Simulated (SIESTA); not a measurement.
**Energy of Li2S along an even scaling of the cell**

System: Li2S (Fm-3m, 3 atoms in the cell).
Method: Kohn-Sham DFT of a periodic cell, PBE, PseudoDojo 0.4 standard, converted to PSML, no spin polarisation (SIESTA 5.4.2).

The 7 runs differ only in the geometry, by an even scaling of the cell at fixed fractional positions. The structure derives from an entry of the Crystallography Open Database.

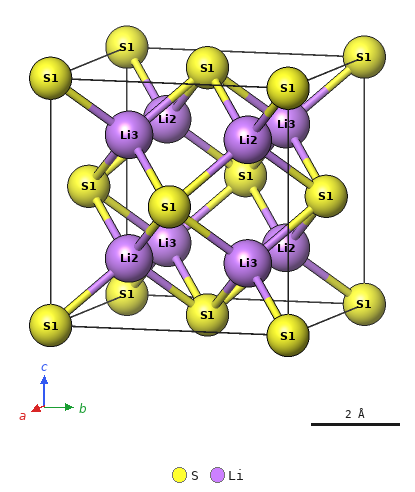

Figure 1. The structure of run 4 (ball-and-stick view of the cell 4 times as large as that of the calculation, set on its symmetry axes, seen slightly off an axis; atoms are numbered from 1 in the order of the input).

### Input of run 4
```
SystemName                      Li2S
SystemLabel                     Li2S
NumberOfSpecies                 2
NumberOfAtoms                   3
%block ChemicalSpeciesLabel
  1  16 S
  2   3 Li
%endblock ChemicalSpeciesLabel

LatticeConstant                 1.0 Ang
%block LatticeVectors
     0.0000000000     2.8445000000     2.8445000000
     2.8445000000     0.0000000000     2.8445000000
     2.8445000000     2.8445000000     0.0000000000
%endblock LatticeVectors
AtomicCoordinatesFormat         Fractional
%block AtomicCoordinatesAndAtomicSpecies
     0.0000000000     0.0000000000     0.0000000000  1  S
     0.7500000000     0.7500000000     0.7500000000  2  Li
     0.2500000000     0.2500000000     0.2500000000  2  Li
%endblock AtomicCoordinatesAndAtomicSpecies

%block kgrid.MonkhorstPack
    8   0   0  0.0
    0   8   0  0.0
    0   0   8  0.0
%endblock kgrid.MonkhorstPack
XC.Functional                   GGA
XC.Authors                      PBE
PAO.BasisSize                   DZP
PAO.EnergyShift                 0.002 Ry
Mesh.Cutoff                     800 Ry
OccupationFunction              FD
ElectronicTemperature           0.05 eV
MaxSCFIterations                120
SCF.MustConverge                false
SCF.Mixer.Method                Pulay
SCF.Mixer.Weight                0.25
SCF.Mixer.History               8
SCF.DM.Tolerance                5.0e-05
SCF.H.Tolerance                 1.0e-03 eV
WriteForces                     true
Charge.Mulliken                 end
Charge.Hirshfeld                end
Charge.Voronoi                  end
SaveRho                         true
SaveElectrostaticPotential      true
%block PAO.PolarizationScheme
  Li non-perturbative
%endblock PAO.PolarizationScheme
%block PAO.Basis
  Li 3
  n=1 0 1
    2.890
  n=2 0 2
    9.500 0.000
  n=2 1 1
    9.500
%endblock PAO.Basis
```

Command:
```bash
siesta < Li2S.fdf > Li2S.out 2>&1
```

Lattice vectors (Å) and fractional positions of run 4:
```
   0.000000    2.844500    2.844500
   2.844500    0.000000    2.844500
   2.844500    2.844500    0.000000
S   0.000000  0.000000  0.000000
Li  0.750000  0.750000  0.750000
Li  0.250000  0.250000  0.250000
```

Run 3 has the same physical settings and fractional positions; its lattice vectors (Å) are:
```
   0.000000    2.825409    2.825409
   2.825409    0.000000    2.825409
   2.825409    2.825409    0.000000
```

### Results, with one run withheld

| run | volume per atom (Å³) | free energy per atom, from the lowest run given (meV) | pressure (GPa) | gap on the mesh (eV) |
| --- | --- | --- | --- | --- |
| 1 | 14.423 | 19.31 | 4.42 | 3.35 |
| 2 | 14.730 | 11.84 | 3.38 | 3.37 |
| 3 | 15.037 | ? | ? | ? |
| 4 | 15.344 | 2.69 | 1.47 | 3.41 |
| 5 | 15.650 | 0.63 | 0.69 | 3.43 |
| 6 | 15.957 | 0.00 | −0.03 | 3.45 |
| 7 | 16.264 | 0.76 | −0.75 | 3.46 |

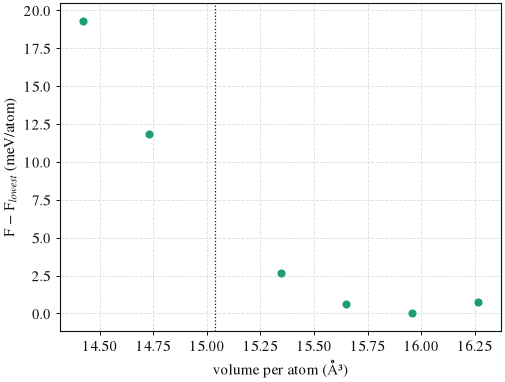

Figure 2. Free energy per atom of the runs given; the dotted line marks run 3.

What should run 3 give?

A cubic polynomial in V^(−2/3) (the Birch–Murnaghan form), fitted to the 6 runs given, misses them by at most 0.02 meV per atom. With x = V^(−2/3) − 0.16175 Å⁻², it reads F = 2.4282 + 1255.1 x + 1.6343e+05 x² + 32727 x³ (meV per atom). At run 3 it gives 6.37 meV per atom, and the run itself gives 6.35. The slope of the fit gives a pressure −dF/dV of 2.38 GPa there, and the run prints 2.37 GPa. The fit has its minimum at 15.937 Å³ per atom, where V d²F/dV² gives 36.3 GPa: the bulk modulus at this level, since symmetry fixes the shape and the positions. The gap on the mesh goes, without turning, from 3.35 eV in run 1 to 3.46 eV in run 7; run 3 has 3.39 eV. These are gaps of this functional on this mesh, which can miss the band edges; they aren't the measured gap.

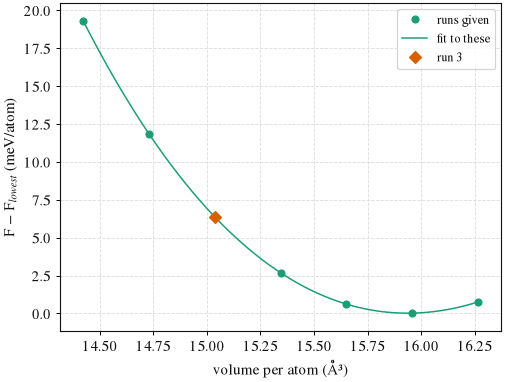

Figure 3. The fit and the withheld run.

### Some lines of the output (run 3)
```
[...]
outcell: Cell volume (Ang**3)        :     45.1101
stepf: Fermi-Dirac step function
siesta: Etot    =      -695.890629
siesta: FreeEng =      -695.890629
        iscf     Eharris(eV)        E_KS(eV)     FreeEng(eV)     dDmax    Ef(eV) dHmax(eV)
siesta: E_KS(eV) =             -696.0843
siesta: E_KS - E_eggbox =      -696.0843
siesta: Etot    =      -696.084324
siesta: FreeEng =      -696.084324
siesta:         Fermi =      -7.068312
siesta: Cell volume =         45.110110 Ang**3
    Orbital volume contribution        =           3.891871 eV
```

Notes: Points of doubt noted for this run: mulliken charges of long orbitals. With a small basis of atomic orbitals these values can differ much from converged plane-wave results.
